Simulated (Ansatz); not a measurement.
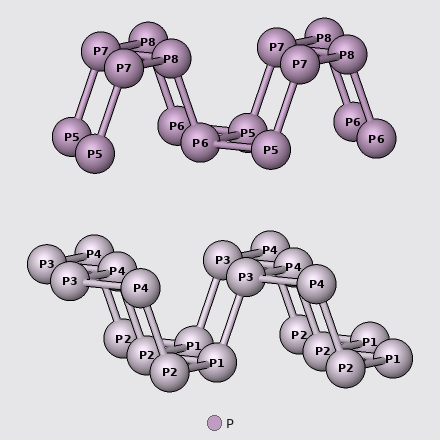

Two computed energy maps of cells of P. The picture above is the structure of the first map (one point of the scan; the lower layer is drawn fainter).

Map 1

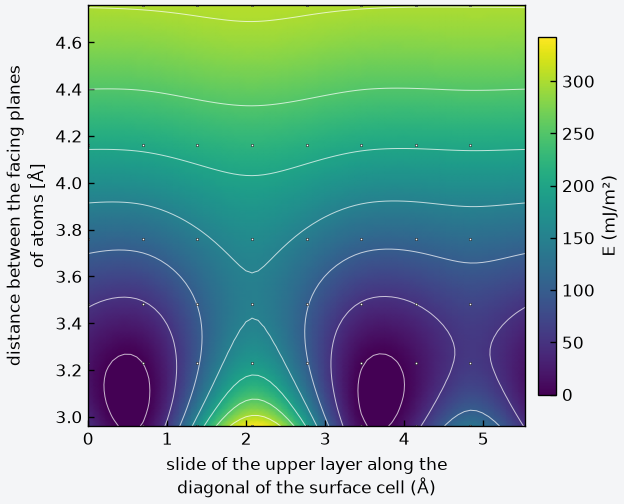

A bilayer of two P sheets (8 atoms in the cell). The upper layer of a bilayer is slid along a line and lifted, both layers rigid. Coordinates scanned: (1) slide of the upper layer along the diagonal of the surface cell, from P5 above P3; (2) distance between the facing planes of atoms. Grid: 8 × 6 points. Points are written as (first, second). All energies are given in mJ/m² relative to the lowest grid point. Level of theory: DFT PBE+D3(BJ), scalar-relativistic, plane waves, PAW in Ansatz. Settings: cutoff 420 eV, k-mesh 8×6×1, gaussian smearing 0.05 eV, no spin polarisation.

Drawn: a smooth colour map with a few white contour lines, dots at the grid points. Between grid points the surface is interpolated.

Map 2

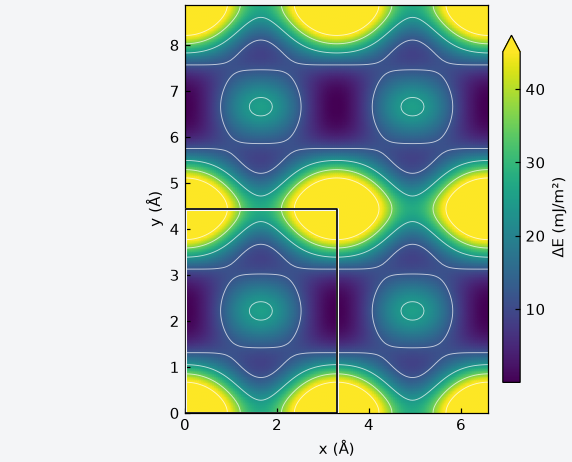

A bilayer of two P sheets, the upper one turned by 180 degrees about the normal (8 atoms in the cell). The upper layer of a bilayer is slid over the lower one; relaxed at each slide: nothing; the origin of the map has P5 above P3; the distance between the facing planes is held at 3.71 Å. Places are given modulo a cell vector. The map is drawn in real space over the plane of the slide. Grid: 8 × 8 points; 25 points were computed and 39 follow by symmetry. Energies: mJ/m², counted from the lowest grid point. At a held distance the lowest stacking need not be the one that binds best once the distance relaxes. Computed with DFT PBE+D3(BJ), scalar-relativistic, plane waves, PAW (Ansatz). Settings: cutoff 420 eV, k-mesh 8×6×1, gaussian smearing 0.05 eV, no spin polarisation.

The picture shows a smooth colour map with a few white contour lines, the outline of one cell of the 2 × 2 shown, one colour for all values above the top of the scale. Between grid points the surface is interpolated.

What does each map show?

Answer. Map 1: The lowest grid point is at (0.69 Å, 3.23 Å); the map holds 2 wells of about this depth. The bottom of the well lies between grid points, at about (0.51 Å, 3.09 Å), about 15 mJ/m² lower on the interpolated surface. The highest grid point, (2.07 Å, 2.96 Å), lies 343 mJ/m² above the lowest. On the interpolated surface the easiest way out of the lowest well to a well of about the same depth near (3.46 Å, 3.23 Å) passes a barrier of about 70 mJ/m², counted from the interpolated bottom of the well.
Map 2: The lowest grid point is at (0/8, 4/8) of the cell vectors. There is a further well near (4/8, 2/8) of the cell vectors (8.9 mJ/m² above the lowest at that grid point). The highest grid point, (0/8, 0/8) of the cell vectors, lies 78.5 mJ/m² above the lowest. On the interpolated surface the easiest way out of the lowest well to the well at (4/8, 2/8) of the cell vectors passes a barrier of about 11 mJ/m². Facing atoms of the upper layer at the lowest point: P above a bridge; at the highest: P above P.
